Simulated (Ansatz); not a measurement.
Zn3SnO

```
CELL_PARAMETERS angstrom
4.28000 0.00000 0.00000
0.00000 4.28000 0.00000
0.00000 0.00000 4.28000
ATOMIC_POSITIONS crystal
Sn 0.00000 0.00000 0.00000
O 0.50000 0.50000 0.50000
Zn 0.50000 0.50000 0.00000
Zn 0.50000 0.00000 0.50000
Zn 0.00000 0.50000 0.50000
```

Space group Pm-3m; a generated structure, not necessarily the stable one; changed on purpose from its base cell (volume × 1.000 of the coarse rest volume).

The calculation used DFT r2SCAN, scalar-relativistic, plane waves, PAW (Ansatz 0.2.0).

In a PAW calculation such maps are meaningful between the atoms, not at the nuclei.

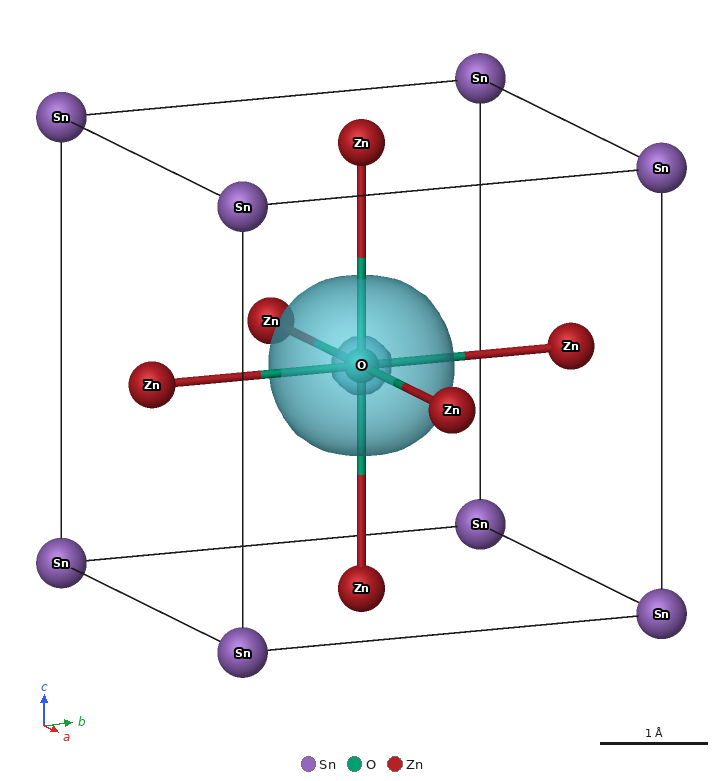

Figure 1. Isosurface of the electron localisation function at 0.6 (cyan), seen slightly off an axis. Core shells and regions of very low density are left out. Sticks mark near contacts.

**Identify the bonds, lone pairs and shells in this picture.**

The ELF exceeds this value in one region wrapped around O (its valence shell), counted in one cell of 5 atoms. Any copies at cell faces, edges or corners count once. Along the contacts the grid gives the following. Zn–O (2.14 Å): the ELF peaks at about 0.80 in the valence shell of O, 0.6 Å from its nucleus, and is about 0.15 at the midpoint; no shared electron pair shows on this line. Zn–Sn (3.03 Å): the ELF is about 0.45 at the midpoint; no shared electron pair shows on this line.

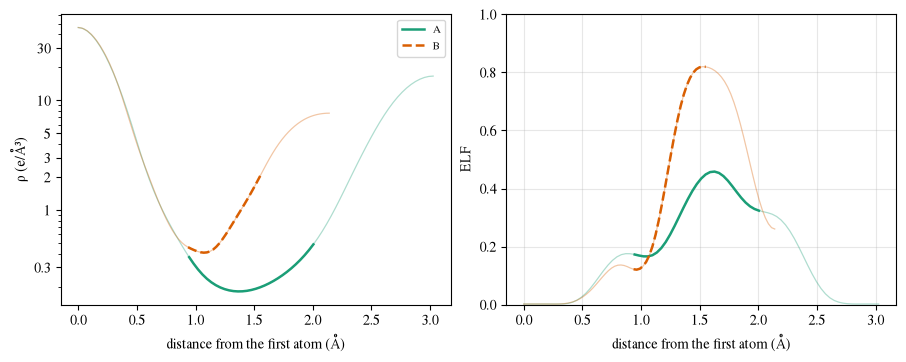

Figure 2. Valence pseudo-density and electron localisation function along straight lines between neighbouring atoms. Thin, pale parts lie inside the atomic spheres.

**Which curve belongs to which contact (Zn–O and Zn–Sn)? The first atom named is at distance zero.**

Curve A: Zn–Sn (3.03 Å): ρ at the midpoint is about 0.19 e/Å³; the ELF is about 0.45 at the midpoint: no shared electron pair shows on this line. Curve B: Zn–O (2.14 Å): the density is about 0.41 e/Å³ at the midpoint; the ELF peaks at about 0.80 in the valence shell of O, 0.6 Å from its nucleus, and is about 0.15 at the midpoint; no localised pair shows between them.

**Does the calculation give a band gap?**

It is gapless in this calculation (a metal or semimetal).
